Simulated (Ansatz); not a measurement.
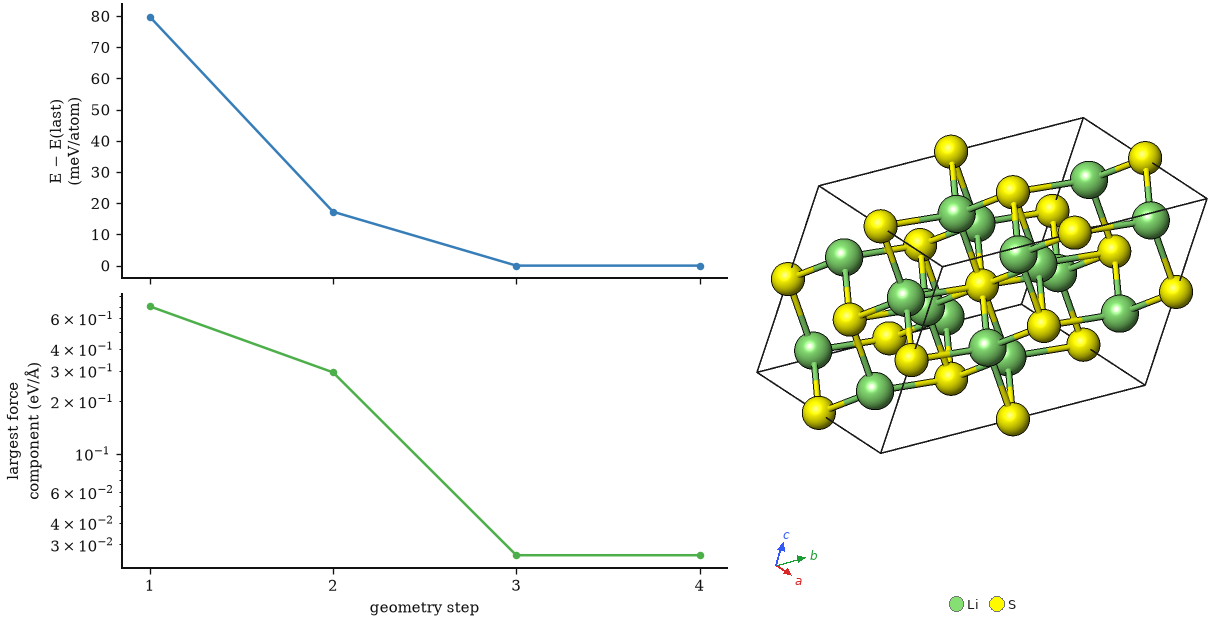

Beside the plot: the structure at the start.

History of a geometry optimisation. Li₁₆S₇ (defect cell, 23 atoms in the cell, total charge +2); DFT, PBE, plane-wave PAW, default files, scalar-relativistic (Ansatz 0.2.0); cutoff 420 eV, 3×3×3 k-mesh, Fermi–Dirac smearing of 0.01 eV. Only the atoms move.

The optimisation met its thresholds at geometry 4, counting the start as the first. The energy fell by about 80 meV/atom from the first step to the last. The largest force component goes from about 0.7 eV/Å at the start to 0.026 eV/Å at the end.
